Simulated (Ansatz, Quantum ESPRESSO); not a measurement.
# black phosphorene, 1 layer: the gap on the mesh at a withheld member of a series

Method. Quantum ESPRESSO 7.5, PBE, SG15 norm-conserving. Cell and atoms are relaxed under PBE (GBRV files) and held. Screened hybrids with norm-conserving files, screening 0.106 per bohr, fixed occupations, a 6×8×1 mesh with exchange on 3×4×1 q points. Levels count from the potential in the middle of the vacuum. The series steps the share of short-range exact exchange (0.25 is HSE06, 0 is PBE).

| share of short-range exact exchange | gap on the mesh (eV) |
| --- | --- |
| 0 | 0.902 |
| 0.1 | 1.172 |
| 0.15 | 1.313 |
| 0.2 | 1.458 |
| 0.25 | 1.607 |
| 0.3 | 1.760 |

To predict: What is the gap on the mesh at 0.4?

**Worked estimate.** The rows at 0.25 and 0.3 give a slope of (1.760 − (1.607))/(0.3 − (0.25)) = 3.06, so a straight line gives 2.066 eV. A parabola through these and the row at 0.2 gives 2.078 eV.

**The withheld run.** 2.076 eV. The line misses by −0.010 and the parabola by +0.002 eV. Both misses are under 5 % of the step from the nearer row.

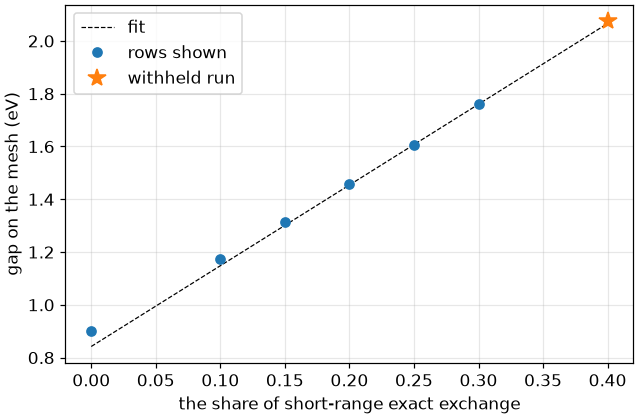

The rows shown, the fit and the withheld run.

Caveats: Gaps are those of the mesh; no spin-orbit coupling; the q mesh was not tested; the geometry stays that of PBE.
